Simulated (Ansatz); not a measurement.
System: Mn, space group Fm-3m (No. 225) (one of a set of cubic test structures, which need not be the stable phase).

Computed with Ansatz 0.2.0 development build: equation of state of a cubic crystal from periodic Kohn-Sham density functional theory without spin, third-order Birch-Murnaghan fit to the free energies; pressure corrected for the finite basis. Level: PBE.

- structure type: fcc
- atoms in cell: 1
- space group number: 225
- lattice centring: face-centred primitive
- k mesh: 18×18×18
- occupation method: Fermi–Dirac
- occupation width: 0.06123 eV
- wave cutoff: 420 eV
- datasets: soft-1 PAW
- density tolerance: 1e−07 eV
- bands: 12
- density cutoff ratio: 4
- search for lower states: default

Describe the result: the energy above the lowest point and pressure against volume. The volume takes the values 10.11, 10.32, 10.54, 10.75, 10.97, 11.18, 11.40 Å³/atom.

A third-order Birch–Murnaghan fit gives V0 = 10.75 Å³/atom, B0 = 281 GPa and B′ = 4.4. The energy above the lowest point is 37.2 meV/atom at volume 10.11 Å³/atom and 31.2 meV/atom at 11.40 Å³/atom; the lowest computed point is at volume 10.75 Å³/atom (0.0 meV/atom), and no other minimum shows. The pressure falls from 19.7 GPa at volume 10.11 Å³/atom to −14.5 GPa at 11.40 Å³/atom, and changes sign near 10.75 Å³/atom.

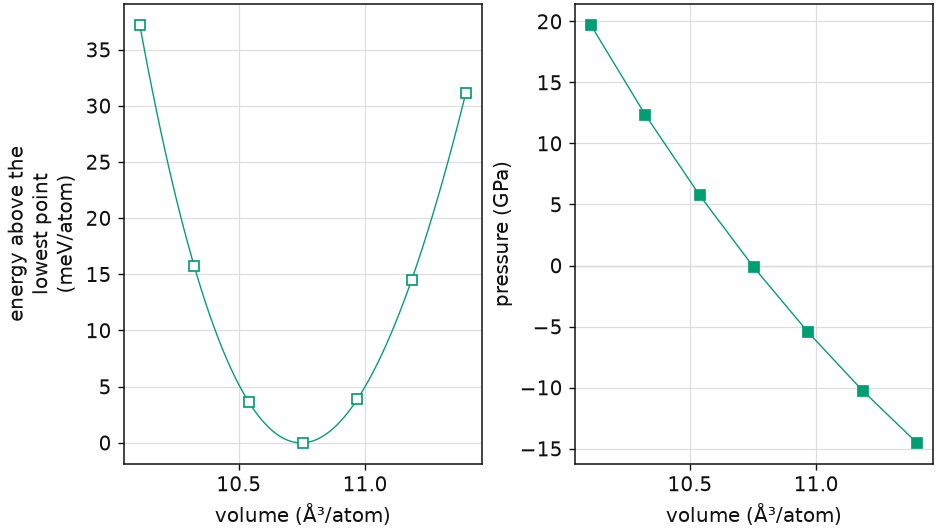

Limits of the calculation: cubic model structure, not the ambient form; known magnet treated without spin, far from its ground state; modest k-mesh, values are not fully converged in k.
